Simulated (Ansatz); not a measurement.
**What a change does: single-point calculation on MgO**

System: MgO (I4mm, 2 atoms in the cell).
Method of run A: DFT PBEsol, scalar-relativistic, plane waves, PAW, no spin polarisation (Ansatz 0.2.0).

The structure derives from an entry of the Crystallography Open Database. Text and figures count atoms from 1; the logs count them from 0 in places.

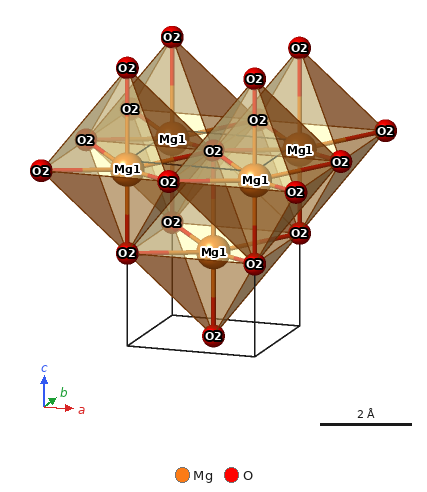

Figure 1. The structure as given in the input (polyhedral view of the cell 2 times as large as that of the calculation, set on its symmetry axes, seen slightly off an axis; polyhedra are completed across the faces of the cell; atoms are numbered from 1 in the order of the input). An atom can appear more than once, as a periodic image.

**Input, run A**
```yaml
crystal:
  lattice:
    - [0.0, 2.1071057202, 2.1071057202]
    - [2.1071057202, 0.0, 2.1071057202]
    - [2.1071057202, 2.1071057202, 0.0]
  atoms:
    - { symbol: Mg, position: [-0.0474584635, 0.0474584635, -0.0474584635] }
    - { symbol: O, position: [0.5, 0.5, 0.5] }
basis:
  ecutwfc: 420
kpoints:
  mp_grid: { grid: [10, 10, 10] }
hamiltonian:
  xc: pbesol
scf:
  occupations: { method: gaussian, width: 0.05 }
output:
  forces: true
  stress: true
  eigenvalues: true
```

Launched with:
```bash
ansatz run input.yaml --threads 1 --pin off --max-ram 2560MiB --backend cpu --events-out ev --progress --plain --runs-dir out
```

Hardware: 1 thread of Arm Neoverse V1, 24 GiB of memory available, shared host.

**Output, shortened to warnings, some set-up lines, iterations and results (run A)**
```
Basis set: ecut = 420 eV, 339 PW (Γ), exchange–correlation on 40×40×40 points (8 copies of the dense FFT grid, shifted against one another)
Symmetry: 8 space group operations
k-points: 102 of 1000 (time reversal used)
Initial density: superposition of atomic densities (neutral atoms: chi_scale 0, normalization atom), corrected by the library's trained network
[...]
SCF iter   1: F=—  HF=-2475.758952 eV  |F-HF|=—  |Δ(HF+E_count)|=         —  Δρ=1.49e-2  dr2=3.31e-2  ethr=1.77e-3  ⟨swp⟩=5.5  Hψ=7089  notcnv=0
SCF iter   2: F=—  HF=-2475.750023 eV  |F-HF|=—  |Δ(HF+E_count)|=   8.93e-3  Δρ=4.16e-3  dr2=3.17e-3  ethr=2.07e-4  ⟨swp⟩=2.0  Hψ=2426  notcnv=0
SCF iter   3: F=—  HF=-2475.749216 eV  |F-HF|=—  |Δ(HF+E_count)|=   8.07e-4  Δρ=6.65e-4  dr2=4.55e-5  ethr=1.98e-5  ⟨swp⟩=2.0  Hψ=1628  notcnv=0
SCF iter   4: F=—  HF=-2475.749210 eV  |F-HF|=—  |Δ(HF+E_count)|=   6.17e-6  Δρ=1.16e-4  dr2=9.26e-7  ethr=2.84e-7  ⟨swp⟩=2.7  Hψ=1967  notcnv=0
SCF iter   5: F=-2475.749209 eV  HF=-2475.749209 eV  |F-HF|=9.76e-8  |Δ(HF+E_count)|=   9.23e-7  Δρ=3.49e-5  dr2=8.32e-8  ethr=5.79e-9  ⟨swp⟩=2.0  Hψ=1703  notcnv=0
SCF iter   6: F=-2475.749209 eV  HF=-2475.749209 eV  |F-HF|=3.51e-10  |Δ(HF+E_count)|=   4.73e-8  Δρ=3.64e-6  dr2=1.28e-9  ethr=5.20e-10  ⟨swp⟩=2.6  Hψ=4801  notcnv=0
SCF 1 converged in 6 iterations: F = -2475.749209 eV  dr2 = 1.28e-9
SCF converged after 6 iterations
Free energy (F): -2475.749209 eV
Harris-Foulkes:  -2475.749209 eV  (|F-HF|=3.51e-10)
Internal energy: -2475.749209 eV  (E = F + TS)
E sigma→0 (E₀):  -2475.749209 eV
Fermi energy:    10.259619 eV
--- Per-component energies (eV) ---
  E_band       = -292.266445
  E_kinetic    = 255.364000
  E_local      = -1610.194250  (includes V_loc(G=0)·N_el)
  E_nonlocal   = 143.840434
  E_hartree    = 556.895944
  E_xc         = -104.006669
  E_vxc        = -134.016500  (∫ρ·V_xc dr)
  E_paw        = -433.016191  (= ΣΔE_a)
  E_vpaw       = -61.053846  (= ΣTr[D̂ρ^β])
  E_aug_tail   = 0.002503  (compensation charges beyond the density's cutoff)
  E_ewald      = -1284.729131
  E_core_change = 0.094150  (= ΣΔE_core)
  E_smearing   = -0.000000  (= −TS)
  E_closure    = 0.000000  (closes the sum)
  Σ components = -2475.749209   (vs F -2475.749209, Δ=0.00e0)
--- Forces (eV/Å), atoms counted from 1 ---
  atom   1  Mg    -0.00000000     1.38216616     0.00000000
  atom   2  O      0.00000000    -1.38216811     0.00000000
  max |Σ_I F_I| component: 1.95e-6 eV/Å
--- Stress (GPa, compression-positive) ---
       -0.917983      -0.000000       0.000000
       -0.000000      13.843978       0.000000
        0.000000       0.000000      -0.917983
  P = ⅓ Tr σ = 4.0027 GPa (40.027 kbar)
```

The input of run B differs as follows (lines with − go, lines with + come):
```diff
-    - { symbol: Mg, position: [-0.0474584635, 0.0474584635, -0.0474584635] }
+    - { symbol: Mg, position: [0.0355938477, -0.0355938477, 0.0355938477] }
```

Predict how the results change.

With the same functional and potentials, run B lies 28.7 meV per atom lower. The pressure goes from 4.00 to 2.19 GPa. The largest force goes from 1.382 to 0.931 eV/Å. The number of SCF iterations is the same.

**Output, shortened to warnings, some set-up lines, iterations and results (run B)**
```
Basis set: ecut = 420 eV, 339 PW (Γ), exchange–correlation on 40×40×40 points (8 copies of the dense FFT grid, shifted against one another)
Symmetry: 8 space group operations
k-points: 102 of 1000 (time reversal used)
Initial density: superposition of atomic densities (neutral atoms: chi_scale 0, normalization atom), corrected by the library's trained network
[...]
SCF iter   1: F=—  HF=-2475.816127 eV  |F-HF|=—  |Δ(HF+E_count)|=         —  Δρ=1.48e-2  dr2=3.25e-2  ethr=1.77e-3  ⟨swp⟩=5.5  Hψ=7039  notcnv=0
SCF iter   2: F=—  HF=-2475.807375 eV  |F-HF|=—  |Δ(HF+E_count)|=   8.75e-3  Δρ=4.13e-3  dr2=3.12e-3  ethr=2.03e-4  ⟨swp⟩=2.0  Hψ=2426  notcnv=0
SCF iter   3: F=—  HF=-2475.806582 eV  |F-HF|=—  |Δ(HF+E_count)|=   7.93e-4  Δρ=6.63e-4  dr2=4.49e-5  ethr=1.95e-5  ⟨swp⟩=2.0  Hψ=1631  notcnv=0
SCF iter   4: F=—  HF=-2475.806571 eV  |F-HF|=—  |Δ(HF+E_count)|=   1.10e-5  Δρ=1.18e-4  dr2=9.52e-7  ethr=2.81e-7  ⟨swp⟩=2.8  Hψ=1961  notcnv=0
SCF iter   5: F=-2475.806570 eV  HF=-2475.806570 eV  |F-HF|=1.10e-7  |Δ(HF+E_count)|=   9.36e-7  Δρ=3.66e-5  dr2=9.27e-8  ethr=5.95e-9  ⟨swp⟩=2.0  Hψ=1703  notcnv=0
SCF iter   6: F=-2475.806570 eV  HF=-2475.806570 eV  |F-HF|=3.59e-10  |Δ(HF+E_count)|=   5.32e-8  Δρ=3.78e-6  dr2=1.37e-9  ethr=5.80e-10  ⟨swp⟩=2.7  Hψ=4817  notcnv=0
SCF 1 converged in 6 iterations: F = -2475.806570 eV  dr2 = 1.37e-9
SCF converged after 6 iterations
Free energy (F): -2475.806570 eV
Harris-Foulkes:  -2475.806570 eV  (|F-HF|=3.59e-10)
Internal energy: -2475.806570 eV  (E = F + TS)
E sigma→0 (E₀):  -2475.806570 eV
Fermi energy:    10.279340 eV
--- Per-component energies (eV) ---
  E_band       = -292.338493
  E_kinetic    = 255.175118
  E_local      = -1606.533229  (includes V_loc(G=0)·N_el)
  E_nonlocal   = 143.797295
  E_hartree    = 555.164470
  E_xc         = -103.959201
  E_vxc        = -133.954186  (∫ρ·V_xc dr)
  E_paw        = -433.049846  (= ΣΔE_a)
  E_vpaw       = -61.154273  (= ΣTr[D̂ρ^β])
  E_aug_tail   = 0.002498  (compensation charges beyond the density's cutoff)
  E_ewald      = -1286.497825
  E_core_change = 0.094150  (= ΣΔE_core)
  E_smearing   = -0.000000  (= −TS)
  E_closure    = 0.000000  (closes the sum)
  Σ components = -2475.806570   (vs F -2475.806570, Δ=0.00e0)
--- Forces (eV/Å), atoms counted from 1 ---
  atom   1  Mg     0.00000000    -0.93060088     0.00000000
  atom   2  O      0.00000000     0.93060308     0.00000000
  max |Σ_I F_I| component: 2.19e-6 eV/Å
--- Stress (GPa, compression-positive) ---
       -0.529217      -0.000000       0.000000
       -0.000000       7.619527       0.000000
        0.000000       0.000000      -0.529217
  P = ⅓ Tr σ = 2.1870 GPa (21.870 kbar)
```

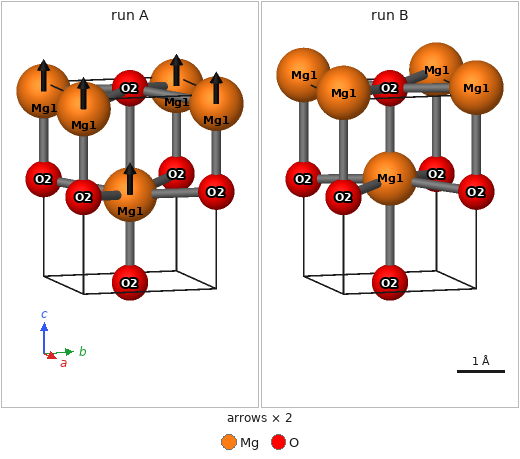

Figure 2. The two input geometries at one scale (ball-and-stick view of the cell 2 times as large as that of the calculation, set on its symmetry axes, seen slightly off an axis). The black arrows on the first give the shifts of the atoms relative to the cell, magnified 2 times. Mg1 moves most: 0.35 Å. O stays in place. The lattice vectors keep their values. Among the contacts that change: Mg1–O2 1.907 → 2.257 Å.

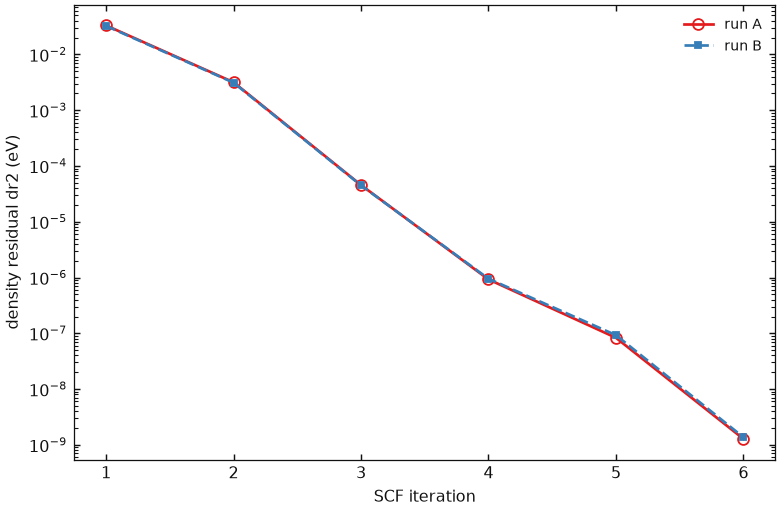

Figure 3. Convergence of the two runs: density residual dr2 against the SCF iteration. Run A takes 6 iterations in all, and run B takes 6.

**The two runs side by side**

| quantity | run A | run B |
| --- | --- | --- |
| outcome | converged | converged |
| free energy per atom (eV) | −1237.8746 | −1237.9033 |
| gap on the mesh (eV) | 4.61 | 4.61 |
| pressure (GPa) | 4.00 | 2.19 |
| largest force (eV/Å) | 1.382 | 0.931 |
| SCF iterations | 6 | 6 |
| irreducible k-points | 102 | 102 |
| plane waves at Γ | 339 | 339 |
| wall time (shared host) | 2.5 s | 2.5 s |
